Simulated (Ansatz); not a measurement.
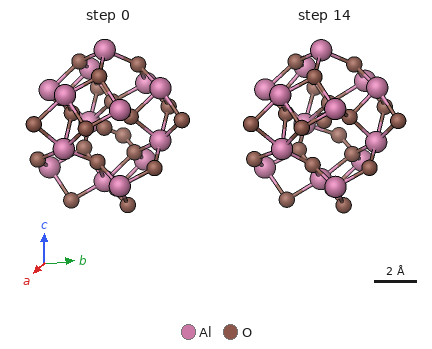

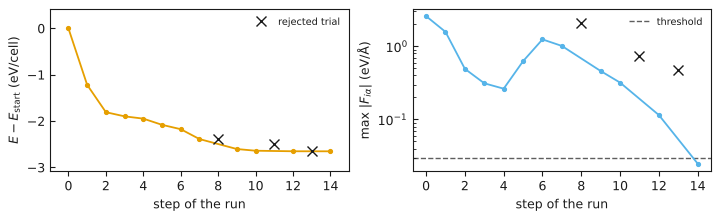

First and last geometry of a relaxation of a defect cell of composition Al$_{47}$O$_{73}$ (cell charge +1), with the history of the run. Style: ball-and-stick. Shown: the atoms within 4.2 Å of the atom that moves most (axes of the cell of the calculation (origin shifted)), slightly off an axis.

The calculation used DFT, PBEsol, PAW, plane waves (Ansatz). (plane-wave cutoff 420 eV; k-point mesh 1 × 1 × 1; mesh shifted by (0.25, 0.25, 0.25); collinear spin; atoms relaxed in a fixed cell; force threshold 0.03 eV/Å; at most 80 steps)

Read the history and describe the run.

It converged. An O atom moves most: 0.43 Å along [−3 1 2]. By element the largest moves are O 0.43 Å, Al 0.17 Å. The cell doesn't change. Near-neighbour distances that change, for instance: O–O 1.885 → 1.278 Å, Al–O 2.000 → 2.274 Å, Al–O 2.012 → 2.256 Å, Al–O 1.859 → 2.051 Å. New bonds form, among them: O–O (1.88 → 1.28 Å). Among the angles between lasting bonds that change: O–Al–O 77.9° → 88.0°, O–Al–O 161.9° → 171.8°, O–Al–O 80.3° → 89.9°. The energy falls by 2.651 eV per cell of the calculation in 11 accepted moves (14 points after the start). Largest force component: 2.6 eV/Å at the start, 0.025 eV/Å at the end. The line search rejected the trial steps at points 8, 11, 13 of the run. The program noted that the starting moments weren't kept. The run may lie on a higher electronic state than the lowest, so the end point isn't shown to be the ground-state structure. Cost: 24 s on 1 × NVIDIA GB200 with 8 threads of Arm Neoverse-V2, peak memory 2 GiB.

| step | E − E(0), meV/atom | largest force component, eV/Å | note |
| --- | --- | --- | --- |
| 0 | 0.00 | 2.5830 |  |
| 1 | -10.15 | 1.5740 |  |
| 2 | -15.06 | 0.4916 |  |
| 3 | -15.81 | 0.3121 |  |
| 4 | -16.22 | 0.2634 |  |
| 5 | -17.33 | 0.6256 |  |
| 6 | -18.12 | 1.2420 |  |
| 7 | -19.89 | 1.0110 |  |
| 8 | -19.81 | 2.0990 | rejected |
| 9 | -21.68 | 0.4592 |  |
| 10 | -21.99 | 0.3190 |  |
| 11 | -20.81 | 0.7391 | rejected |
| 12 | -22.08 | 0.1149 |  |
| 13 | -22.00 | 0.4774 | rejected |
| 14 | -22.09 | 0.0249 |  |

Limits of the set-up: the cell is charged, on a uniform background, and energies carry no finite-size correction.
